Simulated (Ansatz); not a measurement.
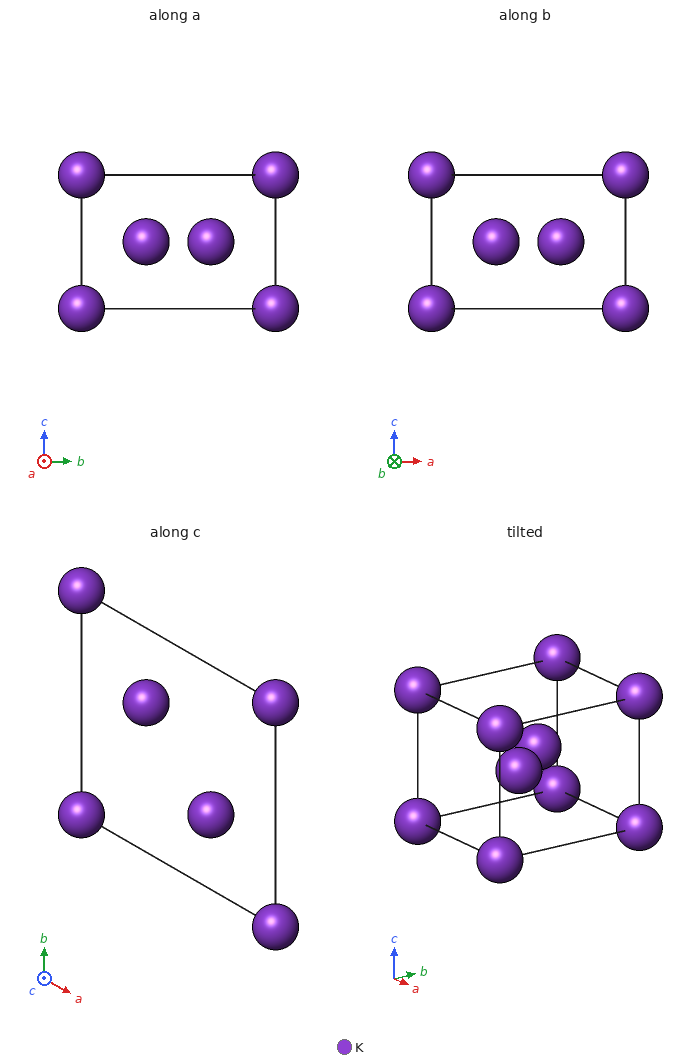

An orthographic spheres-only view of the structure, along the a axis, along the b axis, along the c axis and slightly off an axis. Thin lines show the conventional unit cell, with boundary atoms drawn in all their periodic places.

Lattice parameters: a = 7.754 Å, b = 7.754 Å, c = 4.622 Å, α = 90.00°, β = 90.00°, γ = 120.00°.

Write down what is shown as a table of Wyckoff sites.

Answer. Space group P6/mmm (No. 191).
```
atom  site       x       y       z
   K    1a  0.0000  0.0000  0.0000
   K    2d  0.3333  0.6667  0.5000
```

Origin of the cell: a structure type filled with this element by a generator (whether the element takes this form wasn't checked). Earlier steps of the study may have refined or changed the cell and positions. It was the input of a calculation with Ansatz.
